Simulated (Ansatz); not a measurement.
Take the following structure.

```
Hf N
1.0
     3.16860    0.00000    0.00000
    -1.58430    2.74409    0.00000
     0.00000    0.00000   22.92784
Hf N
9 6
Cartesian
  0.0000 0.0000 17.8588
  0.0000 1.8294 20.3543
  0.0000 0.0000 0.0000
  1.5843 0.9147 2.5735
  0.0000 0.0000 5.0691
  1.5843 0.9147 7.6426
  0.0000 1.8294 10.2161
  1.5843 0.9147 12.7117
  0.0000 1.8294 15.2852
  1.5843 0.9147 21.6501
  1.5843 0.9147 16.5630
  0.0000 1.8294 6.3649
  0.0000 1.8294 1.2778
  0.0000 0.0000 14.0075
  0.0000 0.0000 8.9204
```

**Interpret the file: composition, symmetry and coordination.**

The formula is Hf₃N₂. The structure has R-3m (No. 166) symmetry and a rhombohedral (trigonal R) lattice. With Z = 3, the cell contains 9 Hf, 6 N. Counting atoms within bonding range gives coordination numbers of Hf 15 to 18 (mean 16.0) and N 6.

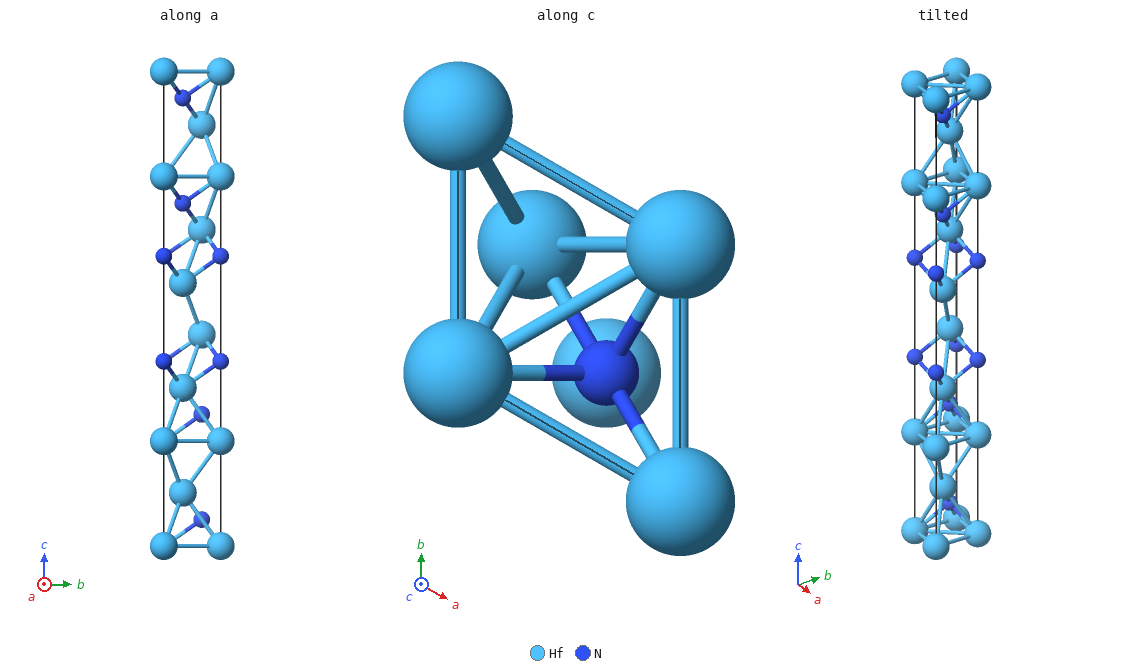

A ball-and-stick rendering, viewed along the a axis, along the c axis and slightly off an axis. The conventional unit cell is drawn as a box.

The model was built from a structure listed in the Materials Project. The picture shows the end point of a geometry optimisation with Ansatz 0.2.0, DFT LDA, scalar-relativistic, plane waves, PAW.
